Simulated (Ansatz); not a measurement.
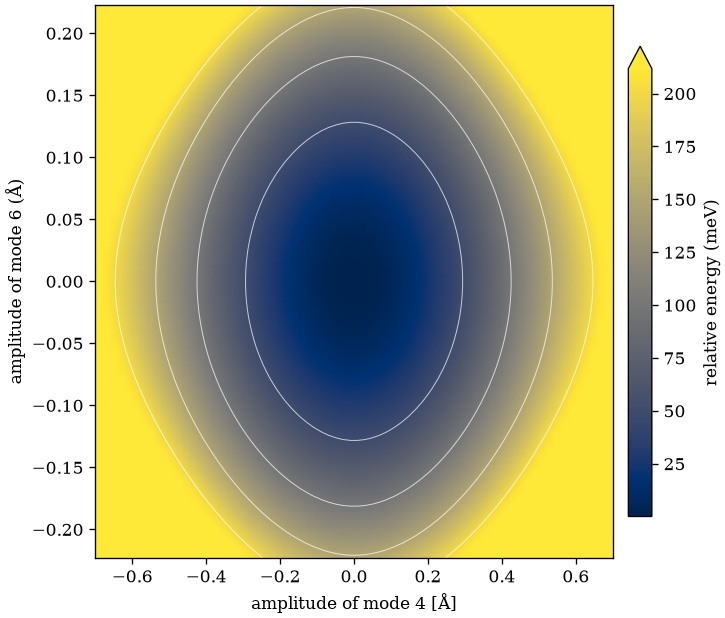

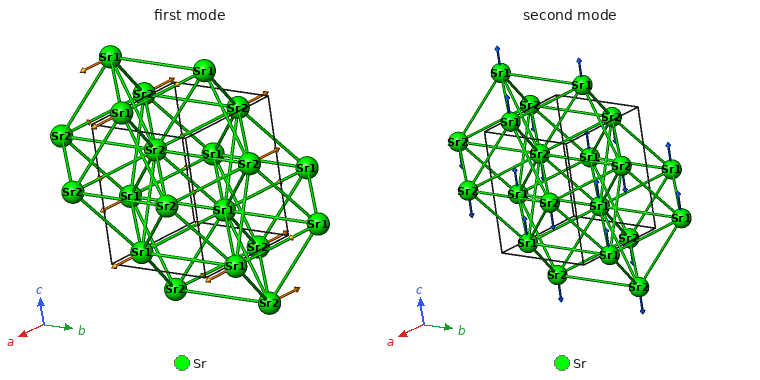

Energy landscape of Sr (P6_3/mmc, No. 194; 2 atoms in the cell). The energy is mapped over two normal modes frozen in (zone-centre modes of the 2-atom cell of this scan). The first coordinate is: amplitude of mode 4 (43 cm⁻¹), largest displacement; the second: amplitude of mode 6 (97 cm⁻¹), largest displacement. Nothing is relaxed (the cell and all other modes fixed). The grid has 7 × 7 points; 16 points were computed and 33 follow by symmetry. Points are written as (first, second). All energies are given in meV per cell relative to the lowest grid point. All numbers below come from DFT PBEsol, scalar-relativistic, plane waves, PAW (Ansatz 0.2.0). Settings: cutoff 420 eV, k-mesh 12×12×8 in the order of the run's cell vectors, gaussian smearing 0.15 eV, no spin polarisation.

In the figure: a smooth colour map with a few white contour lines, one colour for all values above the top of the scale. Between grid points the surface is interpolated. The second picture is the structure at the lowest point

> What does the map say about the system?

The lowest grid point is at (0.000 Å, 0.000 Å). It is the only kind of minimum in the scanned range. The highest grid point, (−0.700 Å, −0.223 Å), lies 435 meV above the lowest.

The values on the grid:

```
second ↓, first →  −0.700  −0.467  −0.233  0.000  0.233  0.467  0.700
            0.223     435     305     195    153    195    305    435
            0.149     315     200     104     67    104    200    315
            0.074     245     138      50     17     50    138    245
            0.000     222     118      32      0     32    118    222
           −0.074     245     138      50     17     50    138    245
           −0.149     315     200     104     67    104    200    315
           −0.223     435     305     195    153    195    305    435
```

Each point was launched as `ansatz run input.yaml --threads 1 --pin off --max-ram 2048MiB --backend cpu --events-out ev --progress --plain --runs-dir out`. Time for the 16 points that were run: 7.2 min on 1 thread of Arm Neoverse V2, with other jobs on the host.
